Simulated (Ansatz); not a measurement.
Start from this file.

```yaml
crystal:
  lattice:
    - [2.89861, 0.00000, 0.00000]
    - [-1.44930, 2.51027, 0.00000]
    - [0.00000, 0.00000, 7.08014]
  atoms:
    - { symbol: Cu, position: [0.00000, 0.00000, 0.00000] }
    - { symbol: Cu, position: [0.33333, 0.66667, 0.63566] }
    - { symbol: Cu, position: [0.66667, 0.33333, 0.36434] }
    - { symbol: O, position: [0.33333, 0.66667, 0.17418] }
    - { symbol: O, position: [0.66667, 0.33333, 0.82582] }
```

Interpret the file: composition, symmetry and coordination.

Answer. Chemical formula Cu3O2. The structure has P-3m1 (No. 164) symmetry and a primitive hexagonal lattice. Cell content 3 Cu, 2 O; Z = 1. O is coordinated by six Cu in an octahedral arrangement at 2.08 to 2.15 Å. Cu takes two kinds of site: 1a with six O in an octahedral arrangement at 2.08 Å; 2d with three O in a trigonal pyramidal arrangement at 2.15 Å. Not all metal-metal contacts are counted. The bonds build Cu3O2 layers parallel to (001).

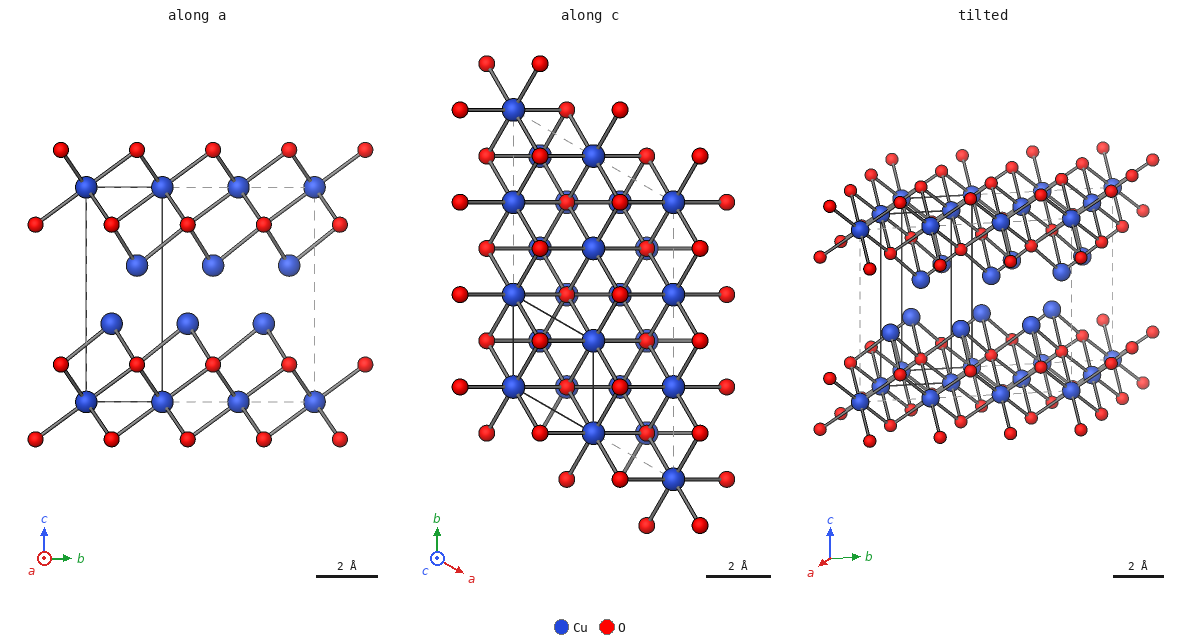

The image is a ball-and-stick drawing of a crystal, viewed along the a axis, along the c axis and slightly off an axis. The drawing covers 2×3×1 cells, and the solid lines enclose one conventional unit cell. Some atoms of the next cells are drawn as well. Colours: copper blue, oxygen red.

Provenance: a textbook structure type filled with these elements (whether it is the usual form wasn't checked). The final geometry of a relaxation with DFT PBE, scalar-relativistic, plane waves, PAW (Ansatz) is shown.
